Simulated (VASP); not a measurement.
System: HfS2, space group P-3m1, 3 atoms in the cell, 1T (CdI2) bulk type.

```
Hf S
1.0
     3.63030    0.00000    0.00000
    -1.81515    3.14393    0.00000
     0.00000    0.00000    5.87836
Hf S
1 2
Direct
  0.00000 0.00000 0.00000
  0.33333 0.66667 0.24463
  0.66667 0.33333 0.75537
```

Method: DFT, PBE, plane waves, PAW, 12×12×4 k mesh, Fermi-Dirac smearing of 0.02 eV (VASP 6.6.1).

Predict the main features of the density of states.

There is a gap; over the k points computed it is 1.05 eV (indirect; the smallest direct gap is 1.91 eV). The upper group of valence states starts about 5.0 eV under the valence-band top, with a gap beneath it; it holds about 12 electrons a cell. Within the window shown, the tallest peak of the filled states lies 2.6 eV under the valence-band top, at about 5.6 states per eV and cell.

Spin-orbit coupling is left out, which matters for Hf.

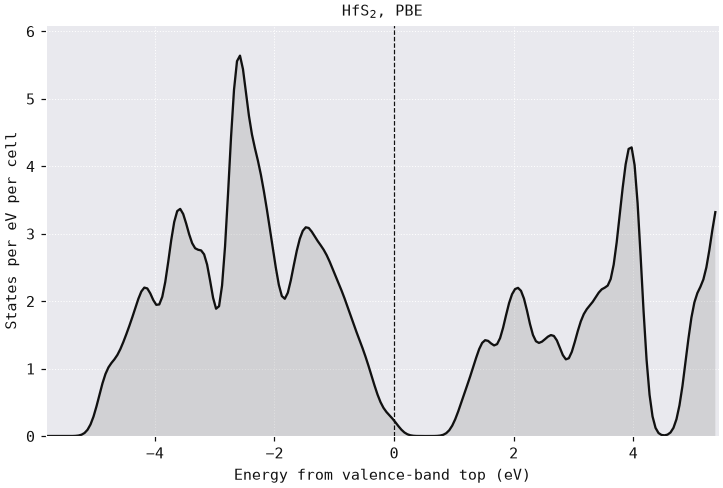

Density of states. Energies are counted from the top of the valence band. The curve is built from the levels of the k mesh with Gaussians 0.3 eV wide, which also blur the band edges.
